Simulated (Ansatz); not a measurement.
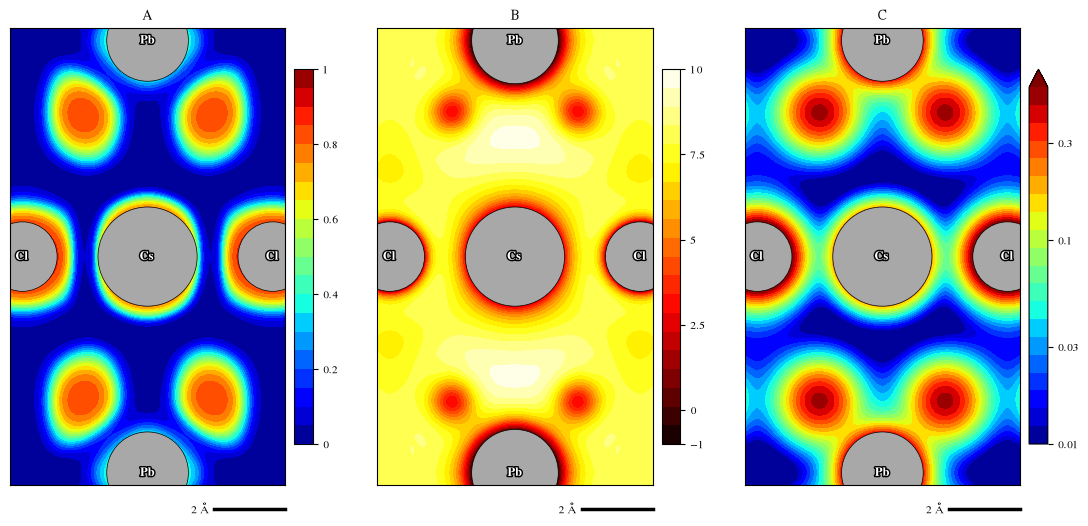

CsPbCl$_{3}$: 3 fields on the (100) plane of the conventional cell, with unlabelled colour scales. Grey discs cover the atomic cores.

Space group R-3m.

These are results of DFT PBEsol, scalar-relativistic, plane waves, PAW (Ansatz 0.2.0), not measurements.

Q: The panels show electron localisation function, electrostatic potential energy of an electron and valence pseudo-density in some order. Assign them.

A: Panel A: electron localisation function. Panel B: electrostatic potential energy of an electron (low next to the atoms, rising into the space between them). Panel C: valence pseudo-density. From the grid: Cs–Cl (3.53 Å): ρ at the midpoint is about 0.07 e/Å³; the ELF is about 0.05 at the midpoint: an ionic contact with no shared pair.
